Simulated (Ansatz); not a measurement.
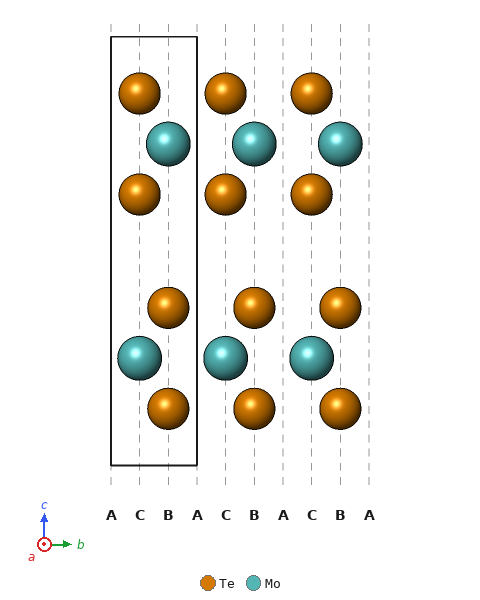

The picture looks along a close-packed row of the hexagonal mesh; c points upwards. The dashed lines mark the three columns A (0, 0), B (1/3, 2/3) and C (2/3, 1/3). The sequence starts with the first layer at or above the cell's origin.

Te₂Mo (space group P6_3/mmc, No. 194): coordinates from a relaxation with Ansatz 0.2.0, DFT PBE, scalar-relativistic, plane waves, PAW.

### Read off the stacking sequence over one period.

Te(B) – Mo(C) – Te(B) – Te(C) – Mo(B) – Te(C) (six layers in 15.35 Å).

### How are the Te layers alone stacked?

Te layers alone: BBCC, a sequence in which some neighbouring layers lie directly above each other.

### Which positions between or in the Te layers do the other atoms fill?

Mo: two trigonal-prismatic sites in each hexagonal cell. Two of the four gaps between Te layers are empty, 4.06 Å wide.

### What short polytype symbol fits?

Polytype symbol 2H, the symbol of a layered MX2 polytype (number of slabs in the repeat and lattice).
